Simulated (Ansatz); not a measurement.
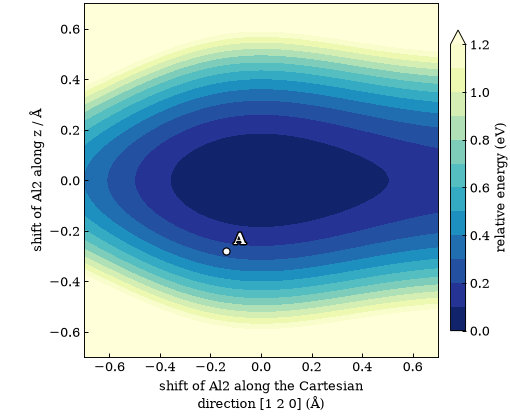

Al (P6_3/mmc, No. 194; 4 atoms in the cell). One atom moved over a plane, all else fixed (x along [1 0 0], y along [1 2 0], z along [0 0 1] of the conventional cell). The first coordinate is: shift of Al2 along the Cartesian direction [1 2 0]; the second: shift of Al2 along z. Nothing is relaxed (all other atoms fixed). Grid: 11 × 11 points; 66 points were computed and 55 follow by symmetry. Points are written as (first, second). Energies: eV per cell, counted from the lowest grid point. These are results of DFT PBE+D3(BJ), scalar-relativistic, plane waves, PAW in Ansatz, not measurements. Settings: cutoff 420 eV, k-mesh 18×18×4 in the order of the run's cell vectors, gaussian smearing 0.15 eV, no spin polarisation.

In the figure: filled contours, one colour for all values above the top of the scale, the point A. Between grid points the surface is interpolated.

### Is A at rest? If not, where is it pushed?

A, at (−0.14 Å, −0.28 Å), is not a stationary point. The computed force is 1.8 eV/Å in the plane, pointing up in the picture (components 0.3 and 1.8 eV/Å).

PAW datasets: the set soft_1.
